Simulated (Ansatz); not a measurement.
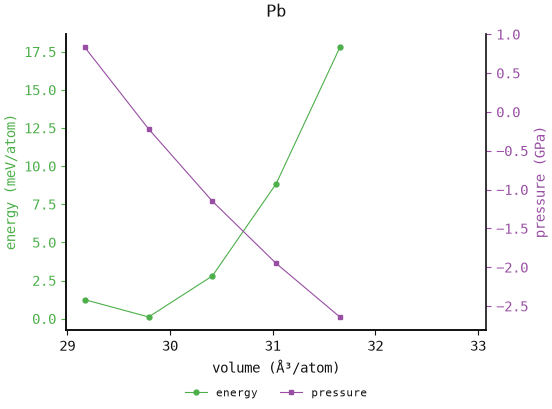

Plotted: energy and pressure against volume for Pb, space group Im-3m (No. 229).

Cell as given: a = 3.429 Å, b = 3.429 Å, c = 3.429 Å, α = 109.47°, β = 109.47°, γ = 109.47°; 1 atom.

Method: all-electron LAPW DFT, no spin polarisation; energies at scaled volumes of the given cell, shape and fractions fixed, counted from the fit's minimum, third-order Birch-Murnaghan fit (Ansatz 0.2.0). Level: PBEsol.

```tsv
setting	value
k mesh	9×9×9
occupations	Fermi–Dirac
smearing width	0.05 eV
potentials	all electron LAPW, scalar relativistic
program settings	basis error eV/atom 0.001
```

The points at volume 32.27 Å³/atom and 32.90 Å³/atom are left out of the plot. What values does the calculation give there?

```
volume (Å³/atom)  energy (meV/atom)  pressure (GPa)
           32.27              29.22           -3.24
           32.90              42.79           -3.75
```

Limits of the calculation: spin-orbit coupling left out, heavy elements.
